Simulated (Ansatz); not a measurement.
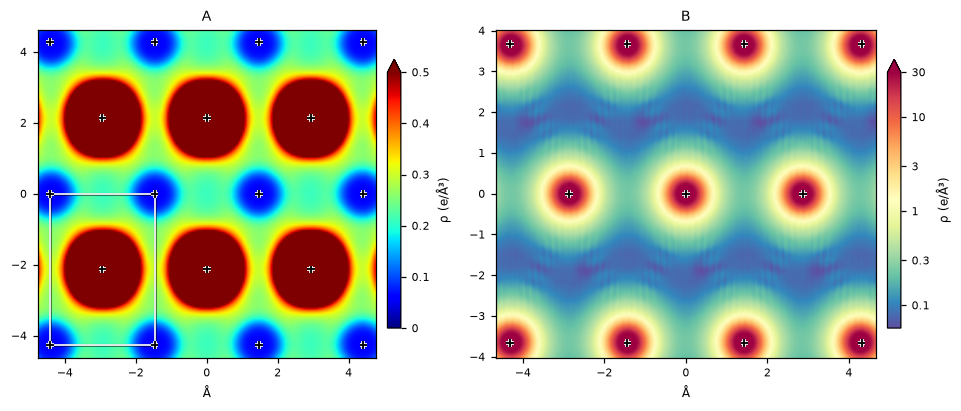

The valence pseudo-density of 2 systems, each on a plane through atoms (crosses mark nuclei in the plane).

Level of theory: Ansatz, DFT PBEsol, scalar-relativistic, plane waves, PAW.

System 1: AlRu, the (011̄) plane of the conventional cell. Space group P4/mmm; computed pressure about −3 GPa in this cell; computed without spin polarisation.

System 2: Ge, the (110) plane of the conventional cell. Space group Imma; a structure from a database of computed crystals, not necessarily the ambient phase; changed on purpose from its base cell (strain +0.0150 x Voigt [0, 1, 0, 0, 0, 0], atoms carried along); computed pressure about −3 GPa in this cell.

```yaml
crystal:
  lattice:
    - [4.99180, 0.00000, 0.00000]
    - [0.00000, 5.38125, 0.00000]
    - [0.00000, 0.00000, 2.87389]
  atoms:
    - { symbol: Ge, position: [0.50000, 0.25000, 0.43594] }
    - { symbol: Ge, position: [0.00000, 0.75000, 0.93594] }
    - { symbol: Ge, position: [0.00000, 0.25000, 0.06406] }
    - { symbol: Ge, position: [0.50000, 0.75000, 0.56406] }
```

Match each panel to its system.

Panel A is system 1, AlRu: the plane holds Al and Ru. Al–Ru (2.59 Å): ρ at the midpoint is about 0.36 e/Å³. Panel B is system 2, Ge: the plane holds Ge. Ge–Ge (2.87 Å): ρ is about 0.23 e/Å³ halfway.
